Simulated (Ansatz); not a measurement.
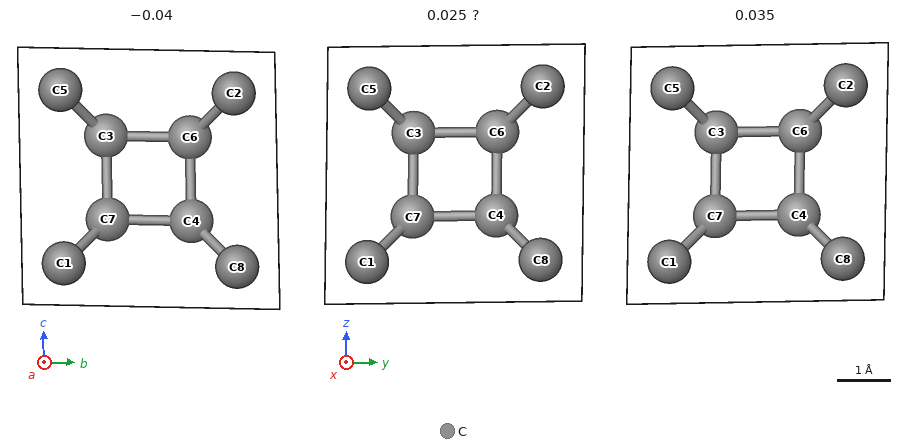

A scan of crystalline C (Im-3m): the cell is strained in shear in the yz plane, with the atoms kept at their fractional coordinates. x, y and z are the Cartesian axes of the input. Style: ball-and-stick. Shown: the conventional cell (2 times the calculation's cell), along the a axis. Lengths and directions refer to the drawn axes.

These are results of DFT r2SCAN, scalar-relativistic, plane waves, PAW (Ansatz 0.2.0), not measurements. (plane-wave cutoff 500 eV; k-point mesh 8 × 8 × 8; occupations gaussian; smearing width 0.05 eV; no spin polarisation). Energies (free energies at the smearing named) are counted from the relaxed crystal.

```csv
engineering shear strain,E − E(ref) (meV/atom)
−0.040,10.8
−0.020,2.7
0.000,0.0
0.005,0.2
0.010,0.7
0.015,1.5
0.025,?
0.030,6.1
0.035,8.3
```

### Fill in the missing row.

A straight line between the two neighbours gives 4.6 meV/atom. A cubic through the four nearest rows (0.010, 0.015, 0.030, 0.035) gives, with Lagrange weights, (−0.2000)(0.7) + (0.5000)(1.5) + (1.0000)(6.1) + (−0.3000)(8.3) = 4.2 meV/atom. The calculation gives 4.2 meV/atom, so the cubic is right to the digits shown and the straight line 0.4 meV/atom too high, as the curve bends upwards here.

The whole profile:

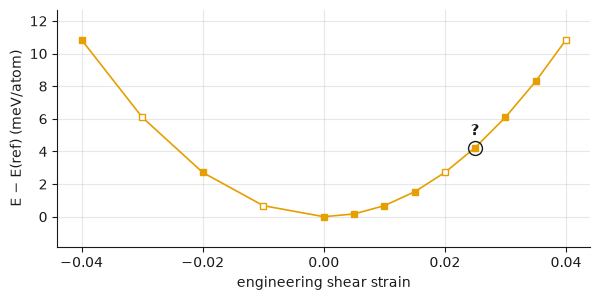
